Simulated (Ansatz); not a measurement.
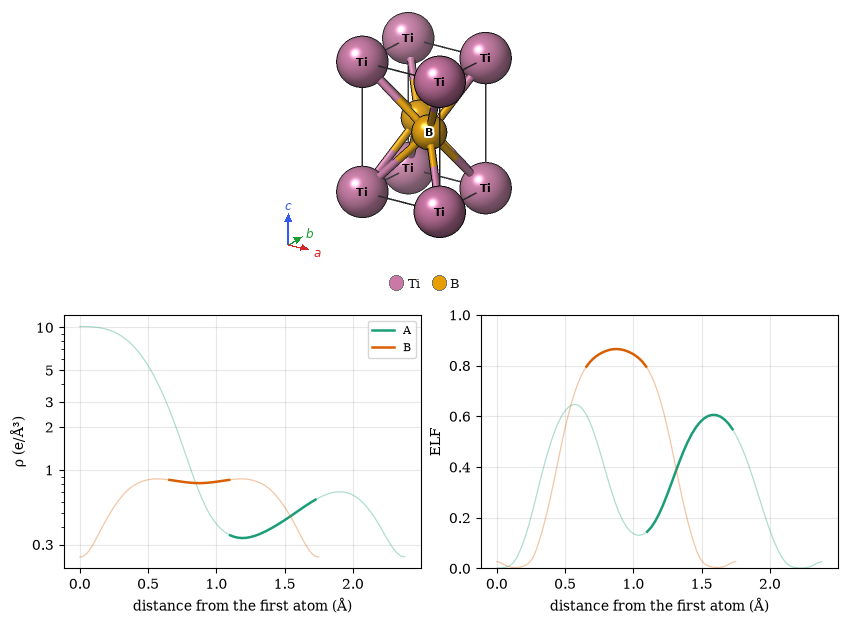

*TiB₂. Valence pseudo-density and electron localisation function along straight lines between neighbouring atoms. Thin, pale parts lie inside the atomic spheres. The structure is drawn too.*

Space group P6/mmm; computed pressure about −11 GPa in this cell.

Computed with Kohn-Sham DFT of a periodic cell, LDA, Ansatz PAW (Ansatz).

The density is the valence pseudo-density of a PAW calculation; it isn't the true density close to the nuclei.

### Which curve belongs to which contact (B–B and Ti–B)? The first atom named is at distance zero.

Curve A: Ti–B (2.38 Å): ρ at the midpoint is about 0.33 e/Å³; the ELF peaks at about 0.60 in the valence shell of B, 0.8 Å from its nucleus, and is about 0.20 at the midpoint. Curve B: B–B (1.75 Å): the density is about 0.81 e/Å³ at the midpoint; the ELF peaks at about 0.85 between the atoms.
